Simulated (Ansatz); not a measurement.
# Fermi surface of one free-standing Ba layer cut from the bulk crystal (space group of the slab cell Cmmm)

Input file:

```yaml
crystal:
  lattice:
    - [1.955, -3.65, 0.0]
    - [1.955, 3.65, 0.0]
    - [0.0, 0.0, 13.0]
  atoms:
    - { symbol: Ba, position: [0.0, 0.0, 0.5] }
basis:
  ecutwfc: 420
kpoints:
  mp_grid: { grid: [20, 20, 1] }
hamiltonian:
  xc: pbe
scf:
  occupations: { method: gaussian, width: 0.05 }
output:
  forces: true
  eigenvalues: true
  eigenstates:
    nscf_kmesh: { grid: [44, 44, 1] }
    top_band: c6
    de_dk: true
    localisation: false
checkpoint:
  write: ck
  compress: false
  write_wavefunctions: false
  write_every: 100000
```

Command:

```sh
ansatz run input.yaml --threads 1 --pin off --max-ram 3072MiB --backend cpu --events-out ev --progress --plain --runs-dir out
```

All numbers here come from Ansatz, DFT PBE, scalar-relativistic, plane waves, PAW; levels and slopes on a dense k mesh at the converged density. No spin polarisation. k mesh for the levels: 44×44×1. Unrelaxed database geometry.

### 1. The sheets

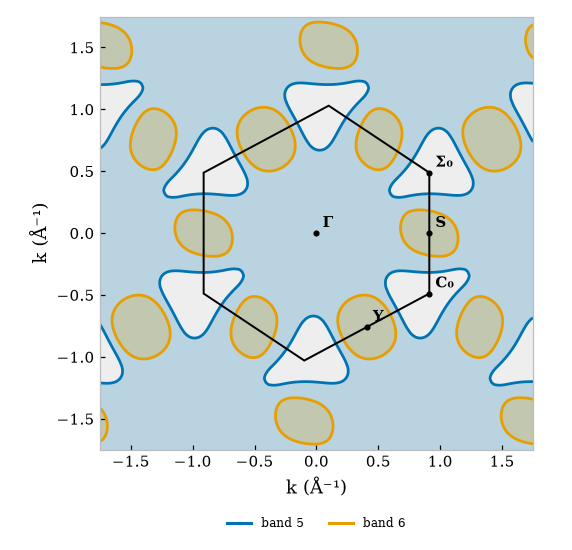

Computed Fermi surface of this layer. Contours mark where each band crosses the level; filled states are shaded.

> What does each sheet look like, and where are the electron and hole pockets?

Two bands cross the Fermi level.

Band 5: two hole pockets on the Y–C₀ line (each 8.4 % of the zone). Band 6: one electron pocket centred at Y (6.7 % of the zone) and two electron pockets centred at S (each 5.0 % of the zone).

### 2. Shifting the Fermi level

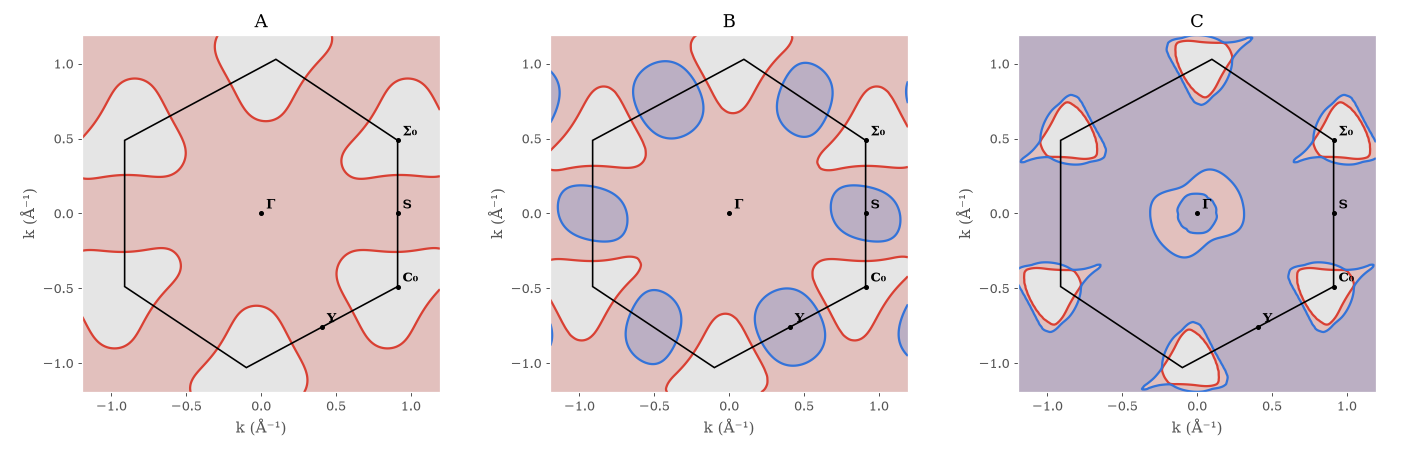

Constant-energy contours of this layer at the Fermi level, 0.25 eV below it and 0.25 eV above it, in shuffled order (rigid bands, one colour a band; states under the level are shaded).

> Which panel is which?

A lies 0.25 eV below, B is the Fermi surface and C lies 0.25 eV above: electron regions grow and hole regions shrink with energy.

> What does the calculation give for the electrons per cell that each shift takes, and for the density of states?

Lowering the level removes 0.51 electrons per primitive cell and raising it adds 1.5. The density of states goes from 0.81 through 4.0 to 12 states/eV.

### 3. Cuts and bands

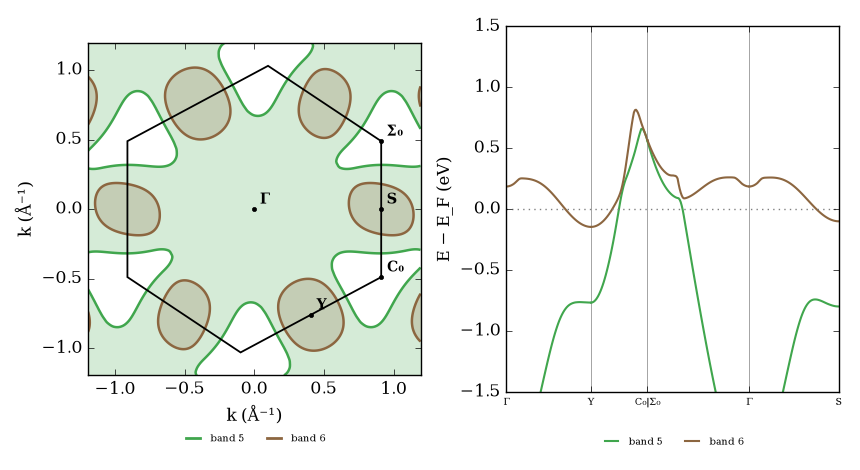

This layer: cut through the Fermi surface in the plane of the sheet, filled states shaded, and the bands that cross the Fermi level.

> Give each band's level at the labelled points, in eV from the Fermi level.

```json
{"band": "band 5", "Γ": "below", "Y": "−0.77", "S": "−0.80"}
{"band": "band 6", "Γ": "+0.19", "Y": "−0.15", "S": "−0.10"}
```

Negative values are filled states; "above" and "below" lie outside the plotted window.

Spin-orbit coupling is left out; with Ba it can split, shift or remove sheets. Necks and pockets thinner than about two mesh steps aren't resolved, so separate pockets may in truth be joined.

The run (self-consistency and the dense mesh) took 53 s on 1 thread of Arm Neoverse V1, on a shared host, peak memory 0.85 GiB.
